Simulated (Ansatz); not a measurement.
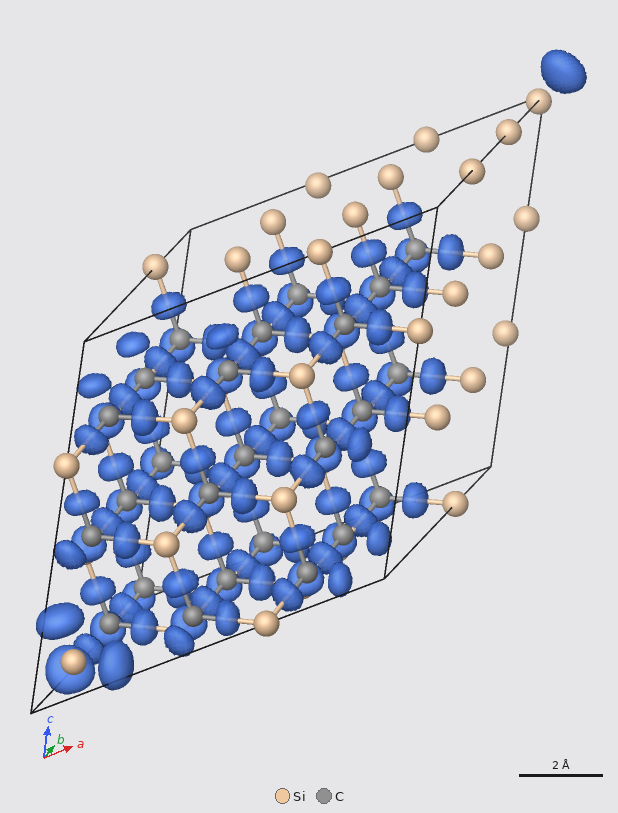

Si₁₄C₁₃ (cell with a defect). Isosurface of the ELF at 0.85 (blue), seen slightly off an axis. Core shells and regions of very low density are left out. Sticks mark near contacts.

Computed pressure about 10 GPa in this cell.

Computed with DFT, PBE, plane-wave PAW, default files, scalar-relativistic (Ansatz).

Q: Identify the bonds, lone pairs and shells in this picture.

A: The ELF exceeds this value in 104 regions between bonded C–Si atoms (shared pairs) and four regions between bonded Si–Si atoms (shared pairs), counted in one cell of 54 atoms. Any copies at cell faces, edges or corners count once. Along the contacts the grid gives the following. Si–C (1.85 Å): the ELF peaks at about 0.90 between the atoms; a shared electron pair. Si–Si (2.13 Å): the ELF peaks at about 1 between the atoms: a covalent bond.

Q: Metal or insulator at this level of theory?

A: It is gapped, with a Kohn–Sham gap of 0.77 eV on the k-point mesh (the band edges may lie off the mesh, which would make the gap smaller).
